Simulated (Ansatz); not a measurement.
Run report: SrTiO3, geometry relaxation (part 2 of 3)

Continued. System: SrTiO3 (P1, 35 atoms in the cell). Method: DFT PBEsol, scalar-relativistic, plane waves, PAW, no spin polarisation (Ansatz 0.2.0); cutoff 420 eV, 3×3×3 k-mesh, Gaussian smearing of 0.02 eV. The structure derives from a Materials Project entry. It belongs to a series of runs on one base structure; here: the perfect supercell shaken and relaxed.

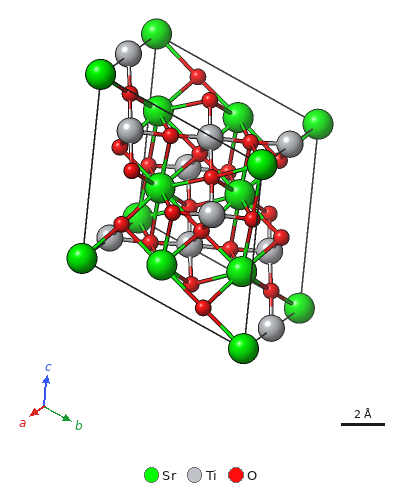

**Figure 1.** The geometry at step 4 of the log (ball-and-stick view of the cell of the calculation, seen slightly off an axis).

## What the program printed, continued
```
SCF iter   1: F=—  HF=-53600.724966 eV  |F-HF|=—  |Δ(HF+E_count)|=         —  Δρ=4.38e-3  dr2=5.59e-2  ethr=5.17e-4  ⟨swp⟩=4.3  Hψ=5287  notcnv=0  defer=412
preconditioner: auto → Resta (q_TF=auto, 2.558 Å⁻¹)  ε∞=5.7  [insulator: Δε(μ)=2.003 eV  Ē_g=12.242 eV  σ=0.020 eV  W_gap=1.00  n_scr=108 (ndim 8)  ℏωp=26.5 eV  f_vac=0.000  D(μ)=0.00/eV (n_scr^D=0)  ε∞_Penn≈5.7]
SCF iter   2: F=—  HF=-53600.712658 eV  |F-HF|=—  |Δ(HF+E_count)|=   1.23e-2  Δρ=2.35e-3  dr2=1.75e-2  ethr=2.00e-5  ⟨swp⟩=2.0  Hψ=3324  notcnv=0  defer=412
SCF iter   3: F=—  HF=-53600.707759 eV  |F-HF|=—  |Δ(HF+E_count)|=   4.90e-3  Δρ=2.76e-4  dr2=2.36e-4  ethr=6.25e-6  ⟨swp⟩=2.0  Hψ=3497  notcnv=0  defer=412
SCF iter   4: F=—  HF=-53600.707803 eV  |F-HF|=—  |Δ(HF+E_count)|=   4.31e-5  Δρ=6.06e-5  dr2=1.42e-5  ethr=8.42e-8  ⟨swp⟩=2.0  Hψ=3408  notcnv=0  defer=412
SCF iter   5: F=—  HF=-53600.706823 eV  |F-HF|=—  |Δ(HF+E_count)|=   9.80e-4  Δρ=1.79e-5  dr2=1.43e-6  ethr=5.08e-9  ⟨swp⟩=2.0  Hψ=3472  notcnv=0  defer=412
SCF iter   6: F=—  HF=-53600.706823 eV  |F-HF|=—  |Δ(HF+E_count)|=   1.06e-7  Δρ=6.26e-6  dr2=1.12e-7  ethr=5.10e-10  ⟨swp⟩=2.0  Hψ=3488  notcnv=0  defer=412
SCF iter   7: F=-53600.706823 eV  HF=-53600.706823 eV  |F-HF|=8.73e-11  |Δ(HF+E_count)|=   6.82e-9  Δρ=1.18e-6  dr2=4.99e-9  ethr=3.57e-11  ⟨swp⟩=14.1  Hψ=11673  notcnv=0
SCF 4 converged in 7 iterations: F = -53600.706823 eV  dr2 = 4.99e-9
relax step   4: F+E_penalty+E_count = -53600.70682303 eV  Δ(F+E_penalty+E_count) = -5.895e-3 eV  max|allowed force component| = 6.164e-3 eV/Å  Δτ_max = 0.0351 Å  (7 SCF iters, accepted)
SCF converged after 7 iterations
Free energy (F): -53600.706823 eV
Harris-Foulkes:  -53600.706823 eV  (|F-HF|=8.73e-11)
Internal energy: -53600.706823 eV  (E = F + TS)
E sigma→0 (E₀):  -53600.706823 eV
Fermi energy:    10.943440 eV
--- Per-component energies (eV) ---
  E_band       = -1413.619610
  E_kinetic    = 7325.207017
  E_local      = -16584.573589  (includes V_loc(G=0)·N_el)
  E_nonlocal   = 2461.142410
  E_hartree    = 5786.462238
  E_xc         = -3437.541354
  E_vxc        = -3983.641327  (∫ρ·V_xc dr)
  E_paw        = -28849.020578  (= ΣΔE_a)
  E_vpaw       = -2204.732076  (= ΣTr[D̂ρ^β])
  E_aug_tail   = 0.052624  (compensation charges beyond the density's cutoff)
  E_ewald      = -20305.092760
  E_core_change = 2.657168  (= ΣΔE_core)
  E_smearing   = -0.000000  (= −TS)
  E_closure    = 0.000000  (closes the sum)
  Σ components = -53600.706823   (vs F -53600.706823, Δ=0.00e0)
--- Forces (eV/Å), atoms counted from 1 ---
  atom   1  Sr    -0.00159019    -0.00123727    -0.00153558
  atom   2  Sr    -0.00061521    -0.00163134    -0.00113804
  atom   3  Sr    -0.00091772    -0.00138887    -0.00086980
  atom   4  Sr    -0.00171514    -0.00088616    -0.00199934
  atom   5  Sr    -0.00140513    -0.00153936    -0.00125546
  atom   6  Sr    -0.00245188    -0.00154875    -0.00092253
  atom   7  Sr    -0.00197514    -0.00092250    -0.00137613
  atom   8  Ti     0.00359484     0.00398983     0.00367336
  atom   9  Ti     0.00499209     0.00403373     0.00414266
  atom  10  Ti     0.00342911     0.00317022     0.00491264
  atom  11  Ti     0.00434756     0.00286960     0.00270259
  atom  12  Ti     0.00206844     0.00616490     0.00477391
  atom  13  Ti     0.00424835     0.00472255     0.00393808
  atom  14  Ti     0.00423865     0.00396812     0.00340790
  atom  15  O     -0.00084785    -0.00184875     0.00017630
  atom  16  O     -0.00018599    -0.00183239    -0.00046500
  atom  17  O     -0.00017067    -0.00185327     0.00018016
  atom  18  O     -0.00074185    -0.00246366    -0.00075856
  atom  19  O      0.00027165    -0.00254619    -0.00062554
  atom  20  O     -0.00053434    -0.00152172    -0.00038337
  atom  21  O     -0.00009671    -0.00144255    -0.00064847
  atom  22  O     -0.00016283     0.00001815    -0.00179531
  atom  23  O     -0.00026058    -0.00070938    -0.00231894
  atom  24  O     -0.00001054    -0.00028247    -0.00179559
  atom  25  O      0.00007635    -0.00040636    -0.00089975
  atom  26  O      0.00039022    -0.00034299    -0.00214372
  atom  27  O      0.00015899    -0.00039832    -0.00219224
  atom  28  O     -0.00104578    -0.00128450    -0.00122988
  atom  29  O     -0.00173013    -0.00060804    -0.00107480
  atom  30  O     -0.00244439     0.00012921    -0.00082807
  atom  31  O     -0.00097725    -0.00139806     0.00009981
  atom  32  O     -0.00183128    -0.00107705    -0.00066703
  atom  33  O     -0.00172484     0.00054394    -0.00043334
  atom  34  O     -0.00271278    -0.00106151    -0.00074134
  atom  35  O     -0.00162149     0.00066446     0.00013421
  max |Σ_I F_I| component: 4.65e-5 eV/Å
--- Band table (eV; the first three rows and the last of 14) ---
  k-point 0: bands = ["-46.0445", "-46.0422", "-46.0422", "-46.0421", "-46.0420", "-46.0419", "-46.0417", "-22.5752", "-22.5751", "-22.5749", "-22.5747", "-22.5745", "-22.5744", "-22.5432", "-22.4844", "-22.4843", "-22.4841", "-22.4841", "-22.4833", "-22.4831", "-22.4495", "-22.4494", "-22.4491", "-22.4489", "-22.4480", "-22.4480", "-22.4392", "-22.4391", "-22.4357", "-22.4309", "-22.4309", "-22.4308", "-22.4306", "-22.4300", "-22.4299", "-7.3882", "-7.0828", "-7.0827", "-7.0819", "-7.0817",
      "-7.0815", "-7.0812", "-6.3724", "-6.3722", "-6.3425", "-6.3424", "-6.3421", "-6.3419", "-6.3417", "-6.3414", "-6.2213", "-6.2210", "-6.2209", "-6.2208", "-6.2207", "-6.2205", "-4.5901", "-4.5899", "-4.5897", "-4.5896", "-4.5890", "-4.5888", "-4.5703", "-4.5688", "-4.5687", "-4.2847", "-4.2846", "-4.2843", "-4.2842", "-4.2839", "-4.2839", "-4.1722", "-4.1720", "-4.1718", "-4.1717", "-4.1716", "-4.1715", "5.6246", "5.6249", "5.6320",
      "5.6321", "5.6351", "5.6352", "5.8947", "5.8951", "5.9022", "5.9025", "5.9060", "5.9063", "6.3711", "6.3716", "6.3811", "6.3813", "6.3931", "6.3934", "6.7866", "6.7868", "6.7927", "6.7930", "6.7987", "6.7987", "6.9629", "6.9630", "6.9662", "6.9665", "6.9698", "6.9703", "7.1507", "7.1507", "7.1550", "7.8145", "7.8147", "7.8357", "7.8360", "7.8399", "7.8402", "8.7156", "8.7160", "8.7201", "8.7204",
      "8.7263", "8.7265", "8.7418", "8.7418", "8.7878", "8.8191", "8.8196", "8.8292", "8.8301", "8.8329", "8.8334", "9.4856", "9.4858", "9.4860", "9.4862", "9.4873", "9.4874", "9.5593", "9.6032", "9.6036", "11.9550", "11.9560", "12.0048", "13.3934", "13.3936", "13.3941", "13.3943", "13.4145", "13.4147", "13.8894", "13.8895", "13.8918", "13.8920", "13.8933", "13.8934", "14.0317", "14.0319", "14.0323", "14.0325", "14.0326",
      "14.0327", "14.5354", "14.5358", "15.3335", "15.3336", "15.9685", "15.9686", "15.9760", "15.9761", "15.9805", "15.9807", "16.1116", "17.6876", "17.6879", "17.6900"]
  k-point 1: bands = ["-46.0441", "-46.0430", "-46.0424", "-46.0424", "-46.0417", "-46.0415", "-46.0414", "-22.5891", "-22.5848", "-22.5756", "-22.5684", "-22.5601", "-22.5430", "-22.5337", "-22.5076", "-22.5011", "-22.4944", "-22.4804", "-22.4757", "-22.4745", "-22.4682", "-22.4677", "-22.4609", "-22.4520", "-22.4494", "-22.4481", "-22.4450", "-22.4426", "-22.4385", "-22.4333", "-22.4333", "-22.4228", "-22.4168", "-22.4152", "-22.4035", "-7.3814", "-7.3132", "-7.1887", "-7.1581", "-6.8938",
      "-6.8245", "-6.7797", "-6.4748", "-6.4688", "-6.3960", "-6.3861", "-6.3825", "-6.3634", "-6.3616", "-6.3349", "-6.2819", "-6.2794", "-6.2332", "-6.2310", "-6.2115", "-6.1599", "-4.6943", "-4.6238", "-4.5819", "-4.5495", "-4.5376", "-4.5173", "-4.4884", "-4.4719", "-4.4075", "-4.3967", "-4.3501", "-4.3331", "-4.3237", "-4.2713", "-4.2516", "-4.2509", "-4.1794", "-4.1716", "-4.1660", "-4.1558", "-4.1449", "5.3188", "5.4782", "5.5586",
      "5.5837", "5.6986", "5.7171", "5.7471", "5.8432", "5.9184", "6.0004", "6.0889", "6.0943", "6.1885", "6.2172", "6.3747", "6.4769", "6.6274", "6.6288", "6.6565", "6.6985", "6.7369", "6.7877", "6.8270", "6.9821", "7.0075", "7.0532", "7.0567", "7.0728", "7.0806", "7.0845", "7.1158", "7.1635", "7.3705", "7.3883", "7.5239", "7.9093", "8.1461", "8.1469", "8.1929", "8.2375", "8.3239", "8.4274", "8.4686",
      "8.4779", "8.6216", "8.7601", "8.7711", "8.7932", "8.8781", "8.9162", "8.9569", "8.9925", "9.0206", "9.0489", "9.1114", "9.1825", "9.2822", "9.2845", "9.4147", "9.5239", "9.5351", "9.7684", "9.8568", "12.2182", "12.4266", "12.5128", "12.7813", "13.1563", "13.2662", "13.3717", "13.4392", "13.5392", "13.6657", "13.7386", "13.8326", "13.8392", "13.8646", "13.8696", "13.9127", "13.9869", "14.0809", "14.1518", "14.2512",
      "14.3053", "14.7995", "15.2410", "15.3468", "15.3771", "15.5451", "15.8582", "15.8615", "15.8721", "16.4645", "16.5778", "16.7107", "16.7862", "16.9647", "17.1551"]
  k-point 2: bands = ["-46.0441", "-46.0431", "-46.0425", "-46.0422", "-46.0418", "-46.0415", "-46.0414", "-22.5896", "-22.5844", "-22.5756", "-22.5686", "-22.5601", "-22.5420", "-22.5330", "-22.5086", "-22.5030", "-22.4945", "-22.4809", "-22.4755", "-22.4741", "-22.4681", "-22.4660", "-22.4593", "-22.4528", "-22.4509", "-22.4466", "-22.4447", "-22.4435", "-22.4392", "-22.4333", "-22.4331", "-22.4228", "-22.4160", "-22.4157", "-22.4038", "-7.3814", "-7.3131", "-7.1896", "-7.1579", "-6.8925",
      "-6.8250", "-6.7798", "-6.4741", "-6.4689", "-6.3963", "-6.3861", "-6.3829", "-6.3620", "-6.3616", "-6.3355", "-6.2816", "-6.2790", "-6.2330", "-6.2309", "-6.2126", "-6.1606", "-4.6950", "-4.6242", "-4.5806", "-4.5492", "-4.5373", "-4.5181", "-4.4885", "-4.4718", "-4.4072", "-4.3972", "-4.3497", "-4.3336", "-4.3233", "-4.2717", "-4.2520", "-4.2510", "-4.1792", "-4.1712", "-4.1660", "-4.1561", "-4.1447", "5.3230", "5.4778", "5.5654",
      "5.5873", "5.6985", "5.7330", "5.7519", "5.8405", "5.9147", "5.9713", "6.0822", "6.0941", "6.1959", "6.2171", "6.3537", "6.4836", "6.6180", "6.6225", "6.6387", "6.6671", "6.7403", "6.7852", "6.8414", "7.0037", "7.0135", "7.0488", "7.0563", "7.0652", "7.0722", "7.1178", "7.1271", "7.2120", "7.3701", "7.3982", "7.5085", "7.8833", "8.1476", "8.1665", "8.1965", "8.2358", "8.3148", "8.4245", "8.4676",
      "8.4783", "8.6212", "8.7514", "8.7626", "8.7874", "8.8599", "8.9169", "8.9604", "8.9915", "9.0200", "9.0616", "9.1117", "9.1836", "9.2863", "9.2922", "9.4122", "9.5236", "9.5341", "9.7687", "9.8571", "12.2114", "12.4411", "12.4986", "12.7797", "13.1824", "13.2735", "13.3663", "13.4398", "13.5393", "13.6494", "13.7458", "13.8314", "13.8430", "13.8610", "13.8697", "13.9129", "13.9862", "14.0862", "14.1462", "14.2508",
      "14.3051", "14.7974", "15.2455", "15.3469", "15.3702", "15.5432", "15.8436", "15.8557", "15.8744", "16.4682", "16.5820", "16.7164", "16.7866", "16.9627", "17.1490"]
  k-point 13: bands = ["-46.0436", "-46.0429", "-46.0427", "-46.0425", "-46.0423", "-46.0420", "-46.0405", "-22.6097", "-22.6095", "-22.5879", "-22.5811", "-22.5756", "-22.5749", "-22.5113", "-22.5050", "-22.4970", "-22.4944", "-22.4817", "-22.4759", "-22.4750", "-22.4615", "-22.4607", "-22.4556", "-22.4529", "-22.4428", "-22.4395", "-22.4385", "-22.4355", "-22.4332", "-22.4327", "-22.4228", "-22.4098", "-22.4090", "-22.4049", "-22.4028", "-7.4146", "-7.3902", "-7.3775", "-7.1580", "-7.1443",
      "-7.1421", "-6.4688", "-6.3847", "-6.3590", "-6.3311", "-6.3118", "-6.3042", "-6.3037", "-6.2850", "-6.2566", "-6.2310", "-6.2300", "-6.2162", "-6.2065", "-6.1042", "-6.0378", "-4.8181", "-4.7131", "-4.6443", "-4.5529", "-4.5503", "-4.5426", "-4.5364", "-4.5223", "-4.4885", "-4.4564", "-4.4329", "-4.3888", "-4.3652", "-4.2578", "-4.2510", "-4.2486", "-4.1660", "-4.1480", "-4.1426", "-4.0865", "-4.0688", "5.4404", "5.5822", "5.6737",
      "5.6986", "5.7891", "5.8147", "5.8529", "5.9110", "5.9937", "6.0875", "6.0942", "6.2172", "6.2789", "6.2923", "6.3339", "6.3596", "6.3777", "6.4885", "6.6069", "6.7518", "6.8444", "6.8715", "6.9288", "6.9486", "7.0003", "7.0540", "7.0566", "7.0590", "7.0660", "7.0822", "7.0992", "7.2626", "7.3465", "7.3703", "7.5462", "7.5812", "7.9163", "8.1145", "8.1310", "8.1471", "8.3129", "8.4221", "8.4601",
      "8.4781", "8.5720", "8.6215", "8.6630", "8.6973", "8.7832", "8.8141", "8.8802", "8.9546", "8.9908", "9.0193", "9.0291", "9.0727", "9.1739", "9.2817", "9.4912", "9.5238", "9.7581", "9.7923", "9.9274", "12.4650", "12.6299", "12.7770", "12.9612", "13.0436", "13.2350", "13.3380", "13.4394", "13.4434", "13.5284", "13.5392", "13.6818", "13.7069", "13.8146", "13.8664", "13.8696", "13.9220", "14.0714", "14.3966", "14.4437",
      "14.4982", "14.9824", "15.1786", "15.1815", "15.3469", "15.6455", "16.0474", "16.1976", "16.4876", "16.5666", "16.8321", "16.8566", "17.0383", "17.1435", "17.2656"]
```
